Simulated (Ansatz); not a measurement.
**MoTe2: a changed input and its effect**

System: MoTe2 (slab, 6 atoms in the cell).
Method of the first run: DFT PBE, scalar-relativistic, plane waves, PAW, no spin polarisation (Ansatz 0.2.0).

The structure derives from an entry of the Crystallography Open Database. Text and figures count atoms from 1; the logs count them from 0 in places.

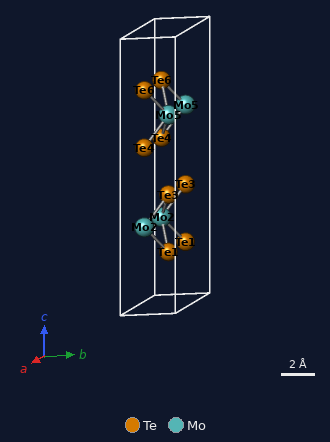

The structure as given in the input (ball-and-stick view of the 2 × 1 repeat of the cell, with the vacuum cut short, seen slightly off an axis; atoms are numbered from 1 in the order of the input). Near neighbours in the crystal (not all of them lie inside the picture): Te has 3 Mo at 2.72 Å; Mo has 6 Te at 2.72 Å.

## The input, the first run
```yaml
crystal:
  lattice:
    - [3.5004349963, 0.0, 0.0]
    - [-1.7502174982, 3.0314656311, 0.0]
    - [0.0, 0.0, 46.9720268902]
  atoms:
    - { symbol: Te, position: [0.3333333333, 0.6666666667, 0.388371951] }
    - { symbol: Mo, position: [0.6666666667, 0.3333333333, 0.4270376444] }
    - { symbol: Te, position: [0.3333333333, 0.6666666667, 0.4657438579] }
    - { symbol: Te, position: [0.6666666667, 0.3333333333, 0.5342561421] }
    - { symbol: Mo, position: [0.3333333333, 0.6666666667, 0.5729623556] }
    - { symbol: Te, position: [0.6666666667, 0.3333333333, 0.611628049] }
  periodic: [true, true, false]
basis:
  ecutwfc: 420
kpoints:
  mp_grid: { grid: [9, 9, 1] }
hamiltonian:
  xc: pbe
scf:
  occupations: { method: gaussian, width: 0.02 }
output:
  forces: true
  stress: true
  eigenvalues: true
  write_density: true
  write_potential: true
  elf: true
  volumetric_format: npy
relax:
  adjacent_minimum: "off"
  f_tol: 0.005
  max_steps: 50
  cell: { stress_2d_tol: 0.02 }
```

Launched with:
```bash
ansatz run input.yaml --threads 2 --pin off --max-ram 5120MiB --backend cpu --events-out ev --progress --plain --runs-dir out
```

Hardware: 2 threads of Arm Neoverse V2, 24 GiB of memory available, shared host.

## Output, shortened to warnings, some set-up lines, iterations and results (the first run)
```
Basis set: ecut = 420 eV, 9691 PW (Γ), exchange–correlation on 48×48×640 points (8 copies of the dense FFT grid, shifted against one another)
Symmetry: 12 space group operations
k-points: 12 of 81
Initial density: superposition of atomic densities (neutral atoms: chi_scale 0, normalization atom), corrected by the library's trained network
[...]
SCF iter   1: F=—  HF=-37833.372454 eV  |F-HF|=—  |Δ(HF+E_count)|=         —  Δρ=2.62e-3  dr2=1.09e-1  ethr=1.77e-3  ⟨swp⟩=16.8  Hψ=4385  notcnv=0  defer=4
SCF iter   2: F=—  HF=-37833.387138 eV  |F-HF|=—  |Δ(HF+E_count)|=   1.47e-2  Δρ=2.03e-3  dr2=2.28e-1  ethr=1.18e-4  ⟨swp⟩=4.6  Hψ=1550  notcnv=0  defer=36
SCF iter   3: F=—  HF=-37833.371689 eV  |F-HF|=—  |Δ(HF+E_count)|=   1.54e-2  Δρ=1.07e-3  dr2=3.27e-3  ethr=1.18e-4  ⟨swp⟩=3.7  Hψ=1029  notcnv=0  defer=36
SCF iter   4: F=—  HF=-37833.374586 eV  |F-HF|=—  |Δ(HF+E_count)|=   2.90e-3  Δρ=1.75e-4  dr2=2.83e-4  ethr=3.55e-6  ⟨swp⟩=3.6  Hψ=1272  notcnv=0  defer=36
SCF iter   5: F=—  HF=-37833.374595 eV  |F-HF|=—  |Δ(HF+E_count)|=   9.67e-6  Δρ=1.16e-4  dr2=2.03e-4  ethr=3.07e-7  ⟨swp⟩=3.5  Hψ=1267  notcnv=0  defer=36
[... 92 lines ...]
SCF iter   7: F=—  HF=-37833.471180 eV  |F-HF|=—  |Δ(HF+E_count)|=   6.66e-9  Δρ=1.04e-7  dr2=2.03e-10  ethr=5.09e-12  ⟨swp⟩=2.7  Hψ=846  notcnv=0
SCF iter   8: F=—  HF=-37833.471180 eV  |F-HF|=—  |Δ(HF+E_count)|=   7.28e-9  Δρ=3.01e-8  dr2=1.16e-11  ethr=1.00e-12  ⟨swp⟩=2.4  Hψ=891  notcnv=0
SCF iter   9: F=-37833.471180 eV  HF=-37833.471180 eV  |F-HF|=6.55e-11  |Δ(HF+E_count)|=  7.71e-10  Δρ=7.74e-9  dr2=5.00e-13  ethr=1.00e-12  ⟨swp⟩=12.5  Hψ=3864  notcnv=0
SCF 9 converged in 9 iterations: F = -37833.471180 eV  dr2 = 5.00e-13
relax step   9: F+E_penalty+E_count = -37833.47117959 eV  Δ(F+E_penalty+E_count) = -8.665e-4 eV  max|allowed force component| = 3.929e-4 eV/Å  Δτ_max = 0.0000 Å  P = -0.005 …
basis re-selected at this cell: Δ(F+E_penalty+E_count) = -8.665e-4 eV, ΔP = -0.004 N/m vs the last step (what re-selecting the basis moved, of the pressure what is left beyond the Pulay correction that the steps carried, after the strain that the cell walked since its last selection, with what the …
SCF converged after 9 iterations
Free energy (F): -37833.471180 eV
Harris-Foulkes:  -37833.471180 eV  (|F-HF|=6.55e-11)
Internal energy: -37833.471180 eV  (E = F + TS)
E sigma→0 (E₀):  -37833.471180 eV
Fermi energy:    -4.323166 eV
--- Per-component energies (eV) ---
  E_band       = -2721.089409
  E_kinetic    = 1605.457282
  E_local      = -495895.372223  (includes V_loc(G=0)·N_el)
  E_nonlocal   = -952.860876
  E_hartree    = 247603.217278
  E_xc         = -863.971915
  E_vxc        = -874.420088  (∫ρ·V_xc dr)
  E_paw        = -25053.819730  (= ΣΔE_a)
  E_vpaw       = -1810.327160  (= ΣTr[D̂ρ^β])
  E_aug_tail   = -0.000634  (compensation charges beyond the density's cutoff)
  E_ewald      = 235723.879639
  E_smearing   = -0.000000  (= −TS)
  E_closure    = 0.000000  (closes the sum)
  Σ components = -37833.471180   (vs F -37833.471180, Δ=0.00e0)
--- Forces (eV/Å), atoms counted from 1 ---
  atom   1  Te     0.00000000    -0.00000000     0.00037799
  atom   2  Mo    -0.00000000     0.00000000    -0.00004262
  atom   3  Te     0.00000000    -0.00000000    -0.00039286
  atom   4  Te     0.00000000     0.00000000     0.00039286
  atom   5  Mo     0.00000000    -0.00000000     0.00004262
  atom   6  Te    -0.00000000     0.00000000    -0.00037799
  max |Σ_I F_I| component: 6.94e-18 eV/Å
--- 2D stress c σ (N/m, compression-positive) ---
       -0.004701       0.000000       0.000000
        0.000000      -0.004701      -0.000000
        0.000000      -0.000000      -0.000000
  P = ½ c Tr σ = -0.0047 N/m
  ° read free of the cell's end (the report's vacuum.weakly_bound_levels)
--- Relaxed structure (8 steps of the walk, 8 accepted, 1 SCFs on fresh bases) ---
  F+E_penalty+E_count = -37833.47117959 eV   max|allowed force component| = 3.929e-4 eV/Å   (the final SCF, on the basis selected at the relaxed cell)
  cell:  # Å, volume = 514.3377 Å³
    - [3.5558154780012936, 2.932422987419719e-11, 1.772315170951034e-83]
    - [-1.7779077390260423, 3.0794265351043646, -3.544630341902063e-83]
[...]
```

The input of the second run differs as follows (lines with − go, lines with + come):
```diff
-  ecutwfc: 420
+  ecutwfc: 500
-  xc: pbe
+  xc: r2scan
```

What does this change do to the results?

The total energies belong to different methods, so their difference says nothing on which is more stable or more accurate. The gap on the mesh goes from 1.06 to 1.09 eV. The work function goes from 4.32 to 4.48 eV. The functional changes from PBE to r2SCAN. The SCF takes 49 iterations over all geometry steps against 84.

## Output, shortened to warnings, some set-up lines, iterations and results (the second run)
```
WARN: The output density's exchange-correlation potential varies sharply where the density is thin. Do not read a vacuum level from v_tot or v_xc, or from such a field of the output density. On a cell that repeats whose density bears no net charge and no dipole along the vacuum's axis use v_es (v_loc + v_h of the components); under efield.dipole_correction with no amplitude use v_es + v_field, …
Basis set: ecut = 500 eV, 12627 PW (Γ), exchange–correlation on 108×108×1440 points (64 copies of the dense FFT grid, shifted against one another)
Symmetry: 12 space group operations
k-points: 12 of 81
Initial density: superposition of atomic densities (neutral atoms: chi_scale 0, normalization atom), corrected by the library's trained network
[...]
SCF iter   1: F=—  HF=-37916.077234 eV  |F-HF|=—  |Δ(HF+E_count)|=         —  Δρ=4.60e-3  dr2=2.67e-1  dr2_τ=3.81e-2  ethr=1.77e-3  ⟨swp⟩=16.8  Hψ=4370  notcnv=0
SCF iter   2: F=—  HF=-37916.168988 eV  |F-HF|=—  |Δ(HF+E_count)|=   9.18e-2  Δρ=4.40e-3  dr2=4.57e-1  dr2_τ=2.19e-2  ethr=2.90e-4  ⟨swp⟩=4.7  Hψ=1548  notcnv=0  defer=36
SCF iter   3: F=—  HF=-37916.126964 eV  |F-HF|=—  |Δ(HF+E_count)|=   4.20e-2  Δρ=1.80e-3  dr2=5.68e-3  dr2_τ=3.29e-4  ethr=2.90e-4  ⟨swp⟩=3.4  Hψ=971  notcnv=0  defer=36
SCF iter   4: F=—  HF=-37916.136234 eV  |F-HF|=—  |Δ(HF+E_count)|=   9.27e-3  Δρ=6.76e-4  dr2=1.27e-2  dr2_τ=2.32e-4  ethr=6.18e-6  ⟨swp⟩=4.7  Hψ=1874  notcnv=0  defer=36
SCF iter   5: F=—  HF=-37916.135845 eV  |F-HF|=—  |Δ(HF+E_count)|=   3.89e-4  Δρ=2.78e-4  dr2=9.20e-4  dr2_τ=4.34e-5  ethr=6.18e-6  ⟨swp⟩=2.9  Hψ=982  notcnv=0  defer=36
[... 51 lines ...]
SCF iter   8: F=—  HF=-37916.244064 eV  |F-HF|=—  |Δ(HF+E_count)|=  2.91e-11  Δρ=1.22e-7  dr2=4.58e-10  dr2_τ=1.16e-11  ethr=1.93e-12  ⟨swp⟩=2.8  Hψ=940  notcnv=0
SCF iter   9: F=—  HF=-37916.244064 eV  |F-HF|=—  |Δ(HF+E_count)|=  6.55e-10  Δρ=2.89e-8  dr2=6.62e-11  dr2_τ=2.21e-13  ethr=1.00e-12  ⟨swp⟩=2.7  Hψ=865  notcnv=0
SCF iter  10: F=-37916.244064 eV  HF=-37916.244064 eV  |F-HF|=5.24e-10  |Δ(HF+E_count)|=  1.02e-10  Δρ=9.35e-9  dr2=1.57e-12  dr2_τ=6.31e-14  ethr=1.00e-12  ⟨swp⟩=11.2  …
SCF 6 converged in 10 iterations: F = -37916.244064 eV  dr2 = 1.57e-12
relax step   6: F+E_penalty+E_count = -37916.24406359 eV  Δ(F+E_penalty+E_count) = -1.176e-3 eV  max|allowed force component| = 3.592e-3 eV/Å  Δτ_max = 0.0000 Å  P = +0.006 …
basis re-selected at this cell: Δ(F+E_penalty+E_count) = -1.176e-3 eV, ΔP = +0.007 N/m vs the last step (what re-selecting the basis moved, of the pressure what is left beyond the Pulay correction that the steps carried, after the strain that the cell walked since its last selection, with what the …
[...]
```

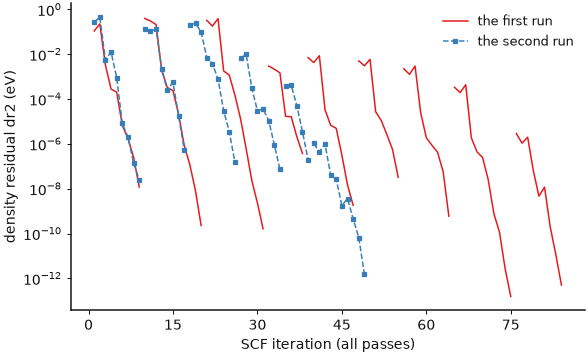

Convergence of the two runs: density residual dr2 against the SCF iteration. A break in a curve parts two SCF passes. The first run takes 84 iterations in all, and the second run takes 49.

## The two runs side by side

| quantity | the first run | the second run |
| --- | --- | --- |
| outcome | converged | converged |
| free energy per atom (eV) | −6305.5785 | −6319.3740 |
| gap on the mesh (eV) | 1.06 | 1.09 |
| work function (eV) | 4.32 | 4.48 |
| largest force (eV/Å) | 0.000 | 0.004 |
| SCF iterations | 84 | 49 |
| irreducible k-points | 12 | 12 |
| wall time (shared host) | 2.1 min | 2.8 min |

For the second run: Warnings: the exchange-correlation potential is rough where the density is thin.
